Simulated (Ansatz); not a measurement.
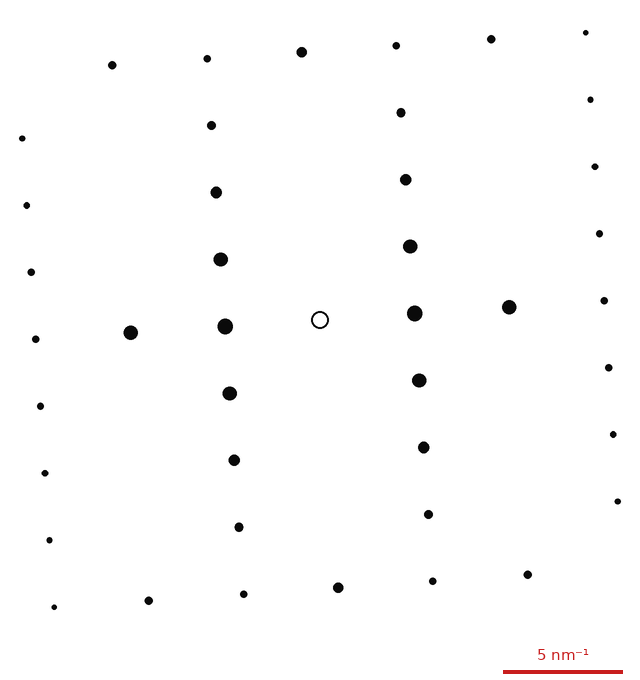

Kinematic zone-axis pattern, calculated for 80 keV electrons with B = 1 Å².

Phase: Mo, space group Pm-3n (No. 223), a = 4.99 Å. Structure: coordinates from a relaxation with DFT PBEsol, scalar-relativistic, plane waves, PAW in Ansatz 0.2.0; the starting structure was generated, so it need not be a known form of this composition.

Q: Which low-index zone axis gives this pattern?

A: The spots form a rectangular net whose two shortest vectors correspond to d = 3.53 Å and 2.50 Å, 90.0° apart. They index as 1 -1 0 (itself too weak to see) and 0 0 2, so the zone axis is ±[110] (or an equivalent direction of <110>).
